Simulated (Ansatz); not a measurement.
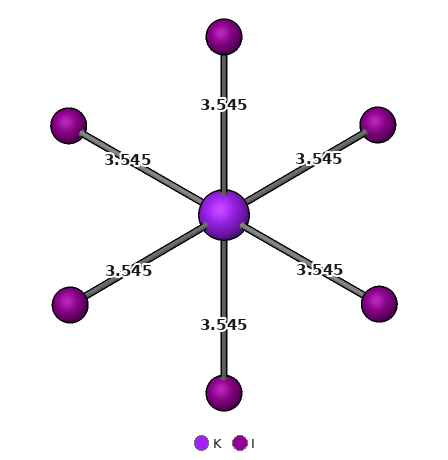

The surroundings of site K1 (at 0.000, 0.000, 0.000) in KI in space group Fm-3m, with bond lengths in Å.

Source of the atomic positions: a calculation's input that goes back to an entry of the Crystallography Open Database (an earlier step may have relaxed or displaced it).

```xyz
8
Lattice="7.0891 0.0000 0.0000 0.0000 7.0891 0.0000 0.0000 0.0000 7.0891" Properties=species:S:1:pos:R:3 pbc="T T T"
K     0.0000    0.0000    0.0000
I     3.5446    0.0000    0.0000
K     0.0000    3.5446    3.5446
I     3.5446    3.5446    3.5446
K     3.5446    0.0000    3.5446
I     0.0000    0.0000    3.5446
K     3.5446    3.5446    0.0000
I     0.0000    3.5446    0.0000
```

Bond valence s = exp((R0 − d)/b), R0 fitted to published crystal structures with b = 0.37 Å; R0 in Å: K+–I 2.916.

> Calculate the bond-valence sum of K1 from the bonds drawn.

6 × 0.183 = 1.10 v.u., against a formal valence of 1: a close match.

> And over the whole structure?

| site | x, y, z | formal valence | bond-valence sum | difference |
| --- | --- | --- | --- | --- |
| K1 | 0.000, 0.000, 0.000 | +1 | 1.10 | 0.10 |
| I1 | 0.500, 0.000, 0.000 | −1 | 1.10 | 0.10 |

These sums include all anions within 5 Å. The global instability index (root mean square of the differences over all atoms) is 0.10 v.u.: little strain. The cell was not relaxed for this table, and a volume that is off by a few per cent shifts all sums together.
